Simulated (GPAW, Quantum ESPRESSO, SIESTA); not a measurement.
# In-plane stress of 4H SiC under biaxial strain, SIESTA DZP, PBE

Calculated with SIESTA 5.4.2: PBE; DZP orbitals, shift 0.01 Ry, mesh 400 Ry; k-mesh 9×9×2. The first two cell vectors are strained alike from typed lattice constants; the third vector's length and the atoms are relaxed. The geometries are those relaxed at QE, PBE.

| in-plane strain (%) | in-plane stress (GPa, compression positive) |
| --- | --- |
| -4 | 30.83 |
| -3 | 22.74 |
| -2 | 15.42 |
| -1 | 8.567 |
| 0 | 2.519 |
| +2 | -8.32 |
| +3 | -13.02 |
| +4 | ? |

Task: Fit a second-order form in the logarithmic strain to the rows given and extrapolate to the withheld row.

Worked fit:

With u = ln[(1 + ε)/(1 + ε0)], counted from the row at ε0 = +0 % where y0 = 2.519, a second-order form y = y0 + a u + b u² makes v = (y − y0)/u a line in u.

```
         u         v
-0.0408220  -693.523
-0.0304592  -663.872
-0.0202027  -638.578
-0.0100503  -601.771
 0.0198026  -547.352
 0.0295588  -525.698
```

With n = 6: mean u = -0.00869547, mean v = -611.799, Σ(u − ū)² = 0.0039156, Σ(u − ū)(v − v̄) = 9.1837. Slope b = 9.1837 / 0.0039156 = 2345.4; intercept a = v̄ − b ū = -591.40.

At the withheld row u = 0.03922, v = a + b u = -499.4, and y = y0 + u v.

Prediction at +4: -17.07 GPa. The run gave -17.13 GPa, so the fit is high by 0.062 GPa (0.36 % of the value).

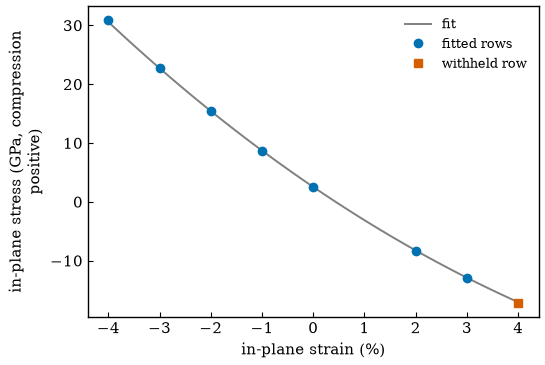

The fit, the rows that it rests on and the withheld row.

The first-order term gives a biaxial modulus of 591 GPa at ε0. The second-order term makes up 18 % of v at the withheld row. Among the rows given, the largest miss of the fit is at -4, by 0.26 GPa (0.54 % of the range of the table).

Limits: The nuclei are static. The DFT runs use Fermi–Dirac occupations of width 0.01 eV, and energies are free energies. Left out of the tables: 1 run of SIESTA DZP, PBE (no converged result).

[Logs are printed without paths, hosts, clocks, repeated set-up lines and the standing remarks that a program may print on its own settings, such as how far it seeks lower states.]

[Hosts, paths, dates, database ids (printed as entryN), source tags and the programs' standing remarks are cut or masked in the printed files.]
